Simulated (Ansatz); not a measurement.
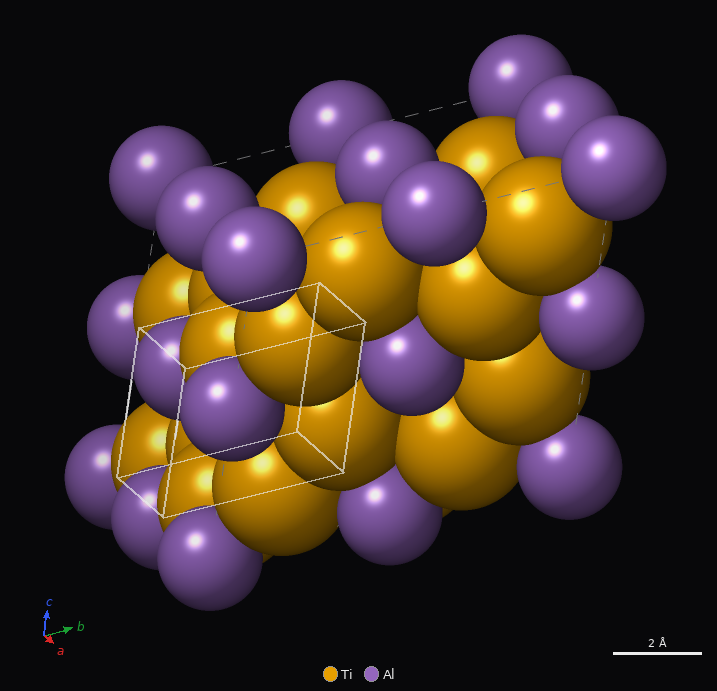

Drawn in the space-filling manner and seen slightly off an axis. The structure is repeated 2×2×2 times; solid lines mark one unit cell.

Ti3Al, a = 4.49 Å, b = 4.52 Å, c = 4.50 Å, α = 60.18°, β = 61.43°, γ = 60.50°.

Electronic-structure method: DFT PBEsol, scalar-relativistic, plane waves, PAW (Ansatz). Parameters: a kinetic-energy cutoff of 420 eV, a 10×10×10 sampling of the Brillouin zone, Gaussian smearing of 0.15 eV, collinear spins.

> What is the electronic character?

A metal: bands cross the Fermi level.

> State the hydrostatic pressure.

The computed pressure is 19.8 GPa (compressed: it would expand). The stress isn't hydrostatic: its largest component is 21.4 GPa.

Starting structure: a structure listed in the Materials Project. The cell was then strained or its atoms displaced on purpose. It was the input of a calculation with Ansatz.

At this level of theory the run's own cell isn't at rest (compressed, at 20 GPa and forces up to 9.6 eV/Å), so its distances can differ from those at equilibrium, the more so the softer the solid.
